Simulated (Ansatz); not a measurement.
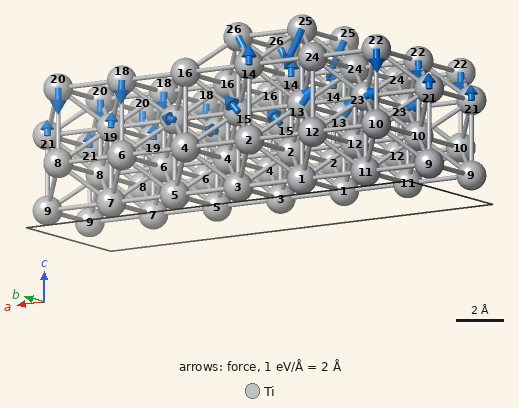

Starting geometry of a slab of composition Ti (cut from the Im-3m phase) with the computed forces as blue arrows. Style: ball-and-stick. Shown: the 1 × 2 repeat of the cell, outlined in the plane, without the vacuum (origin shifted), from a free direction.

Case: stripe of 2 of 6 rows, two steps. 12 atoms are held fixed.

All numbers below come from Ansatz 0.2.0, DFT PBE, scalar-relativistic, plane waves, PAW. Set-up: plane-wave cutoff 420 eV; k-point mesh 2 × 10 × 1; occupations gaussian; smearing width 0.1 eV; no spin polarisation; dipole correction; atoms relaxed in a fixed cell; force threshold 0.02 eV/Å; at most 45 steps.

Q: Is this structure relaxed? If not, where do the atoms go?

A: It isn't relaxed: the largest force vector, on Ti atoms, is 0.92 eV/Å. The final displacements follow the starting forces only in part (cosine between the two patterns 0.56). The largest moves, 0.42 Å, are those of Ti atoms. The cell stays as it was. Near-neighbour distances that change, for instance: Ti–Ti 3.256 → 2.811 Å, Ti–Ti 3.256 → 3.698 Å, Ti–Ti 3.256 → 2.850 Å, Ti–Ti 3.256 → 3.024 Å. Over 6 accepted moves (7 points after the start) the energy falls by 0.692 eV per cell of the calculation. The largest force component goes from 0.8 to 0.014 eV/Å. The line search rejected the trial step at point 5 of the run.
